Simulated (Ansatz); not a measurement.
Os (Cmcm, No. 63): the end point of a relaxation with Ansatz 0.2.0, DFT, RPBE, plane waves (420 eV) with PAW, scalar-relativistic; the starting structure was generated, so it need not be a known form of this composition.

```
Os
1.0
     2.79885    0.00000    0.00000
     0.00000    8.07958    0.00000
     0.00000    0.00000    2.75767
Os
4
Direct
  0.50000 0.85458 0.75000
  0.00000 0.64542 0.25000
  0.00000 0.35458 0.75000
  0.50000 0.14542 0.25000
```

What will a dark-field STEM-like image along [100] show? Simulated incoherent Z contrast: every atom adds Z^1.7 spread by a probe of 1.30 Å full width; channelling and multiple scattering are left out. The probe carries 15 % of its weight in a tail 2.5 times as wide.

The columns repeat on a rectangular net of 2.76 × 4.04 Å (plane group p2mg). All columns are alike (Os). The shortest distance between visible columns is 2.18 Å in projection. Along the beam the structure repeats every 2.80 Å.

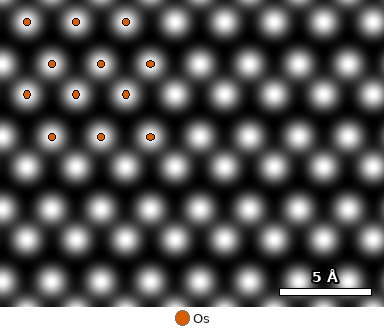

The simulated image, with the columns of the model marked in one corner.
